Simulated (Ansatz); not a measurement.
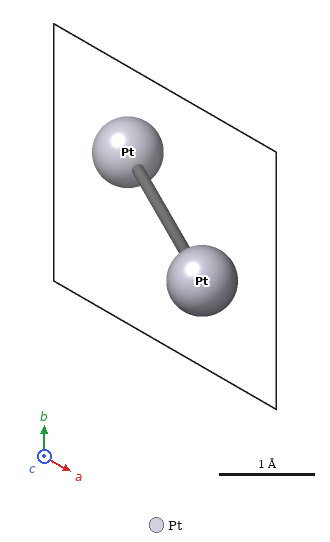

The structure as given in the input (ball-and-stick view of the cell of the calculation, along the c axis).

## Run report: Pt, phonon calculation

The run: phonon calculation of Pt (2 atoms in the cell). Method and program: DFT LDA, scalar-relativistic, plane waves, PAW, no spin polarisation (Ansatz 0.2.0).

The structure derives from a Materials Project entry. It belongs to a series of runs on one base structure; here: zone-centre phonons at 5 GPa.

### The input
```yaml
crystal:
  lattice:
    - [2.7076865919, 0.0, 0.0]
    - [-1.353843296, 2.3449253741, 0.0]
    - [0.0, 0.0, 4.6137825076]
  atoms:
    - { symbol: Pt, position: [0.6666666667, 0.3333333333, 0.75] }
    - { symbol: Pt, position: [0.3333333333, 0.6666666667, 0.25] }
basis:
  ecutwfc: 420
kpoints:
  mp_grid: { grid: [18, 18, 10] }
hamiltonian:
  xc: lda
scf:
  occupations: { method: fermi_dirac, width: 0.15 }
output:
  eigenvalues: true
phonons:
  method: dfpt
  eigenvectors: true
```

Run on 1 thread of AMD EPYC (Zen 3), 32 GiB of memory available, shared host.

Launched with:
```bash
ansatz run input.yaml --threads 1 --pin off --max-ram 3072MiB --backend cpu --events-out ev --progress --plain --runs-dir out
```

### Log
```
zone centre: on kpoints.mp_grid the ground state, and the responses unless they are solved on pairs of k-points, stand on 546 of the mesh's 3240 k-points, reduced under 4 symmetry operations, with k and −k counted as one. Each operation leaves every solved displacement unchanged or reverses it
Engine: ansatz 0.2.0, x86_64-unknown-linux-gnu
Pseudopotentials: kind: paw
Pseudopotential: Pt, paw, valence charge 18, recommended cutoff 420 eV (normal), Pt.paw.azcp
Functional definition: SPW92
  exchange = slater_x
  correlation = pw_c
Crystal: 2 atoms, lattice volume = 29.294 Å³
Basis set: ecut = 420 eV, 573 PW (Γ), exchange–correlation on 40×40×64 points (8 copies of the dense FFT grid, shifted against one another)
Bands: 22, of which v1, the nominal top of the filled ones, is band 18 counted from 1 (17 counted from 0)
Symmetry: 24 space group operations
k-points: 546 of 3240 (irreducible under 4 space group operations, time reversal used)
Non-local potential: Pt, projectors of the file, l = 0: 3, l = 1: 2, l = 2: 2, l = 3: 1
PAW form: soft (Blöchl's): semilocal exchange-correlation on the pseudo side does not see the compensation charge
PAW frozen core: Pt, regenerated for the run's functional, and the local potential with it (the file was generated under x = pbe(κ = 0.804, μ = 0.2195149727645171), c = pbe(β = 0.06672455060314922))
PAW one-centre angular grid: Pt, 590 points (default); XC on 64 Gauss nodes
Initial density: superposition of atomic densities (neutral atoms: chi_scale 0, normalization atom), corrected by the library's trained network
Initial wavefunctions: pseudopotential atomic-orbital guess
Functional: x = slater, c = lda
SCF iter   1: F=—  HF=-24489.961742 eV  |F-HF|=—  |Δ(HF+E_count)|=         —  Δρ=7.99e-3  dr2=8.50e-3  ethr=1.77e-3  ⟨swp⟩=4.9  Hψ=46928  notcnv=0
preconditioner: auto → Kerker (q_TF=auto, 2.824 Å⁻¹)  [metal: Δε(μ)=0.005 eV  Ē_g=9.796 eV  σ=0.150 eV  W_gap=0.01  n_scr=10 (ndim 8)  ℏωp=30.7 eV  f_vac=0.000  D(μ)=3.12/eV (n_scr^D=36)]
SCF iter   2: F=—  HF=-24489.961734 eV  |F-HF|=—  |Δ(HF+E_count)|=   7.98e-6  Δρ=4.24e-3  dr2=2.23e-3  ethr=2.36e-5  ⟨swp⟩=2.0  Hψ=19880  notcnv=0
SCF iter   3: F=—  HF=-24489.961289 eV  |F-HF|=—  |Δ(HF+E_count)|=   4.44e-4  Δρ=4.05e-4  dr2=2.19e-5  ethr=6.19e-6  ⟨swp⟩=2.0  Hψ=16629  notcnv=0
SCF iter   4: F=—  HF=-24489.961292 eV  |F-HF|=—  |Δ(HF+E_count)|=   2.63e-6  Δρ=8.30e-5  dr2=1.45e-6  ethr=6.08e-8  ⟨swp⟩=2.5  Hψ=20700  notcnv=0
SCF iter   5: F=—  HF=-24489.961293 eV  |F-HF|=—  |Δ(HF+E_count)|=   9.29e-7  Δρ=1.72e-5  dr2=5.54e-8  ethr=4.02e-9  ⟨swp⟩=1.2  Hψ=13171  notcnv=0
SCF iter   6: F=—  HF=-24489.961293 eV  |F-HF|=—  |Δ(HF+E_count)|=   1.53e-8  Δρ=3.99e-6  dr2=2.74e-9  ethr=1.54e-10  ⟨swp⟩=2.6  Hψ=19998  notcnv=0
SCF iter   7: F=—  HF=-24489.961293 eV  |F-HF|=—  |Δ(HF+E_count)|=  4.04e-10  Δρ=6.72e-7  dr2=5.69e-11  ethr=7.62e-12  ⟨swp⟩=2.5  Hψ=17874  notcnv=0
SCF iter   8: F=-24489.961293 eV  HF=-24489.961293 eV  |F-HF|=1.09e-11  |Δ(HF+E_count)|=    0.00e0  Δρ=1.43e-7  dr2=3.85e-12  ethr=1.00e-12  ⟨swp⟩=5.0  Hψ=50583  notcnv=0
SCF 1 converged in 8 iterations: F = -24489.961293 eV  dr2 = 3.85e-12
  greatest PAW one-centre occupation: 1.000 electrons in one spin orbital (limit 2), on the Pt atom at site 1 (counted from 0), in its partial waves of l = 0
DFPT response loops at Γ: preconditioner auto → Kerker (q_TF=auto, 2.824 Å⁻¹) (partly filled bands, converged f_vac=0.000); β = 1.00, the filter's whole step (`scf.mixing.beta` (0.50) is not read by the response loops under this deck's `scf.mixing.preconditioner`; to damp them name `kerker` or `kerker_dos`, under which they read `scf.mixing.beta`, and type it under 1.00, their step now; both keys bind the ground state too); Broyden in place of MSR1
SCF converged after 8 iterations
Free energy (F): -24489.961293 eV
Harris-Foulkes:  -24489.961293 eV  (|F-HF|=1.09e-11)
Internal energy: -24489.738275 eV  (E = F + TS)
E sigma→0 (E₀):  -24489.849784 eV
Entropy (-TS):   -0.223018 eV (-111.509 meV/atom)
Fermi energy:    23.959183 eV
--- Per-component energies (eV) ---
  E_band       = -242.393424
  E_kinetic    = 1279.768224
  E_local      = -2862.881440  (includes V_loc(G=0)·N_el)
  E_nonlocal   = 414.002303
  E_hartree    = 1061.991674
  E_xc         = -522.111416
  E_vxc        = -607.216299  (∫ρ·V_xc dr)
  E_paw        = -18355.553910  (= ΣΔE_a)
  E_vpaw       = -590.049972  (= ΣTr[D̂ρ^β])
  E_aug_tail   = 0.000322  (compensation charges beyond the density's cutoff)
  E_ewald      = -5505.881772
  E_core_change = 0.927739  (= ΣΔE_core)
  E_smearing   = -0.223018  (= −TS)
  E_closure    = -0.000000  (closes the sum)
  Σ components = -24489.961293   (vs F -24489.961293, Δ=0.00e0)
--- Band table (eV; the first three rows and the last of 546) ---
  k-point 0: bands = ["-74.7684", "-74.7375", "-29.0645", "-28.7139", "-28.7139", "-28.6547", "-28.6547", "-28.5969", "13.3271", "16.1243", "19.5915", "20.0702", "20.0702", "20.5224", "20.5224", "21.7399", "21.7399", "22.9723", "23.6688", "23.6688", "29.2995", "38.8147"]
  k-point 1: bands = ["-74.7676", "-74.7383", "-29.0534", "-28.7125", "-28.7125", "-28.6562", "-28.6562", "-28.6086", "13.4234", "16.1188", "19.5617", "20.0494", "20.0494", "20.4890", "20.4890", "21.8229", "21.8229", "22.5408", "23.6523", "23.6523", "29.8933", "38.5205"]
  k-point 2: bands = ["-74.7654", "-74.7405", "-29.0209", "-28.7083", "-28.7083", "-28.6604", "-28.6604", "-28.6426", "13.7044", "16.0854", "19.4843", "20.0075", "20.0075", "20.3988", "20.3988", "21.6011", "22.0451", "22.0451", "23.5937", "23.5937", "31.3276", "38.1286"]
  k-point 545: bands = ["-74.7215", "-74.7215", "-29.1040", "-29.1040", "-28.9025", "-28.9025", "-28.7194", "-28.7194", "17.5799", "17.5799", "18.8956", "18.8956", "19.9645", "19.9645", "21.2314", "21.2314", "24.0177", "24.0177", "26.9887", "26.9887", "33.1284", "33.1284"]
--- Phonons (Γ-DFPT): 2 representative perturbations + reference, on 546 of 3240 k-points (Σ response iterations 6) ---
  k mesh reduced under 4 symmetry operations, with k and −k counted as one. Each operation leaves every solved displacement unchanged or reverses it
  ASR residual: 3.443e-4 → 0.000e0 eV/Å²; symmetrization residual: 7.850e-10 eV/Å²
  ASR residual per site (eV/Å²): 3.44e-4 3.44e-4
  Γ frequencies (cm⁻¹): 0.00 0.00 0.00 40.22 40.22 194.26
  non-analytic LO–TO correction: not included (Born effective charges unavailable; polar crystals: no LO–TO splitting at Γ)
```

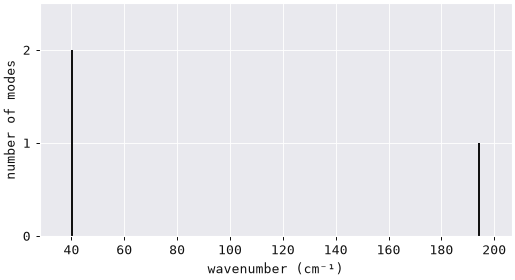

Optical phonons at the zone centre (no LO–TO term); neighbouring modes closer than 3 cm⁻¹ are counted in one stick. 3 modes from 40 to 194 cm⁻¹, none imaginary.

### Summary

| quantity | value |
| --- | --- |
| outcome | converged |
| space group (tolerance 0.01 Å) | P6₃/mmc (194) |
| electrons treated | 36 |
| free energy | −24489.9613 eV |
| Fermi energy | 23.959 eV |
| gap on the k-point mesh | none (metallic) |
| wall time | 92 s |
| peak memory | 1.2 GiB |

### Remarks

Results for this metal are sensitive to the k-point mesh. Spin–orbit coupling is left out, which matters for Pt.
